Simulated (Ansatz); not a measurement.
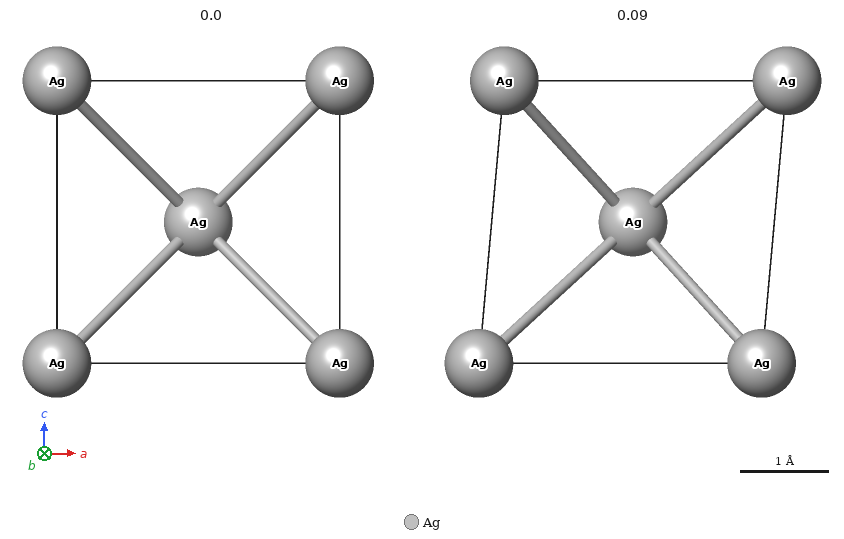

Crystalline Ag (set up in Im-3m), under shear of c along a (cell held, atoms fixed by symmetry), with energies (extrapolated to zero smearing) counted from the relaxed crystal, which is the row at zero. The picture shows the first and the last member. Style: ball-and-stick. Shown: the cell of the calculation, along the b axis.

Computed with Ansatz 0.2.0: DFT PBEsol, scalar-relativistic, plane waves, PAW. (plane-wave cutoff 420 eV; k-point mesh 16 × 16 × 16; occupations gaussian; smearing width 0.1 eV; no spin polarisation)

| strain | energy (meV/atom) | a (Å) | c (Å) |
| --- | --- | --- | --- |
| 0.0 | 0.00 | 3.225 | 3.225 |
| 0.015 | 0.64 | 3.225 | 3.225 |
| 0.03 | 2.71 | 3.225 | 3.227 |
| 0.045 | 6.49 | 3.225 | 3.228 |
| 0.06 | ? | ? | ? |
| 0.09 | 27.86 | 3.225 | 3.238 |

Q: One row is withheld. What does the calculation give there?

A: A parabola through three neighbouring rows (0.03, 0.045, 0.09) gives, with Lagrange weights, (−0.5000)(2.71) + (1.3333)(6.49) + (0.1667)(27.86) = 11.94 meV/atom. The calculation gives 12.00 meV/atom (a = 3.225 Å, c = 3.231 Å). The estimate is 0.06 meV/atom too low. From the first member to the last: Ag–Ag 2.793 → 2.879 Å, Ag–Ag 2.793 → 2.712 Å.

The whole series:

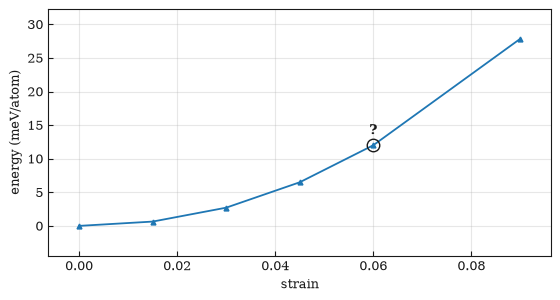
